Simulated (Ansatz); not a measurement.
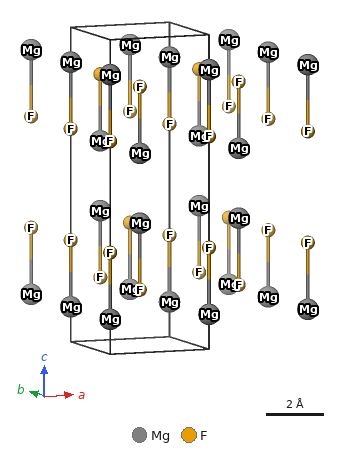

Crystalline MgF (a generated structure, set up in I4/mmm) (coarse preliminary run), before the relaxation. A ball-and-stick model of the conventional cell (2 times the calculation's cell), repeated 2 × 2 × 1 with one cell outlined, seen slightly off an axis. Lengths and directions refer to the drawn axes.

These are results of DFT PBEsol, scalar-relativistic, plane waves, PAW (Ansatz 0.2.0), not measurements.

The input:
```yaml
crystal:
  lattice:
    - [-1.8997142857, 1.8997142857, 5.6576190476]
    - [1.8997142857, -1.8997142857, 5.6576190476]
    - [1.8997142857, 1.8997142857, -5.6576190476]
  atoms:
    - { symbol: Mg, position: [0.111, 0.111, 0.0] }
    - { symbol: Mg, position: [0.889, 0.889, 0.0] }
    - { symbol: F, position: [0.323, 0.323, 0.0] }
    - { symbol: F, position: [0.677, 0.677, 0.0] }
basis:
  ecutwfc: 420
kpoints:
  mp_grid: { grid: [8, 8, 8] }
hamiltonian:
  xc: pbesol
scf:
  occupations: { method: gaussian, width: 0.1 }
output:
  forces: true
  stress: true
  eigenvalues: true
relax:
  adjacent_minimum: "off"
  f_tol: 0.05
  max_steps: 80
  cell: { stress_tol: 0.5 }
```

Command:
```bash
ansatz run input.yaml --threads 2 --pin off --max-ram 6144MiB --backend cpu --events-out ev --progress --plain --runs-dir out
```

Predict the outcome.

The largest moves relative to the cell, 0.17 Å, are those of Mg1 and Mg2. Mg1 goes along +c. By element the largest moves are Mg 0.17 Å, F 0.12 Å. The drawn cell changes as follows: a = b 3.799 → 3.139 Å (−17.4 %), c 11.315 → 11.283 Å (−0.3 %); the volume changes by −31.9 %. Some distances before and after: Mg1–F4 2.788 → 2.326 Å, Mg1–Mg2 2.512 → 2.850 Å, Mg1–F3 2.399 → 2.096 Å. The space group stays I4/mmm (No. 139). After 6 accepted moves (7 points after the start) the energy has fallen by 1.898 eV per cell of the calculation. The largest force component goes from 2.9 to 0.029 eV/Å. The pressure goes from −8.26 to −0.40 GPa. The SCF was repeated once at an unchanged geometry on a basis and grid sized afresh for the cell, which shifted the energy by 11.0 meV per cell of the calculation at most. The run took 23 s on 2 threads of Arm Neoverse V1, with other jobs on the host, peak memory 0.39 GiB.

History of the run:

```
step  E − E(0), meV/atom  largest force component, eV/Å  pressure, GPa  volume, Å³/atom                      note
   0                0.00                         2.9295          -8.26           20.418                          
   1             -288.48                         1.0166          -7.59           18.009                          
   2             -420.79                         0.4123          -1.74           15.896                          
   3             -459.86                         0.2810          -0.14           14.680                          
   4             -476.12                         0.1185           1.64           13.543                          
   5             -476.71                         0.0765          -0.46           14.027                          
   6             -477.35                         0.0291           0.02           13.896                          
   7             -474.61                         0.0288          -0.40           13.896  same geometry, new basis
```

The structure at the end:

```
Mg F
1.0
    -1.56946    1.56946    5.64138
     1.56946   -1.56946    5.64138
     1.56946    1.56946   -5.64138
Mg F
2 2
Direct
  0.12628 0.12628 0.00000
  0.87372 0.87372 0.00000
  0.31209 0.31209 0.00000
  0.68791 0.68791 0.00000
```

After the run, drawn alike:

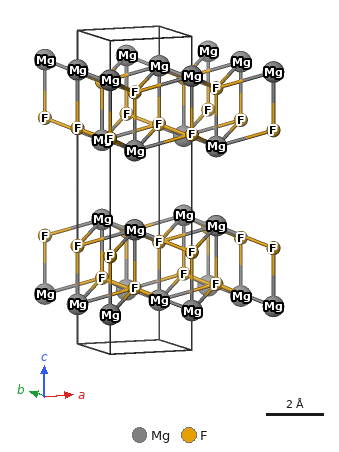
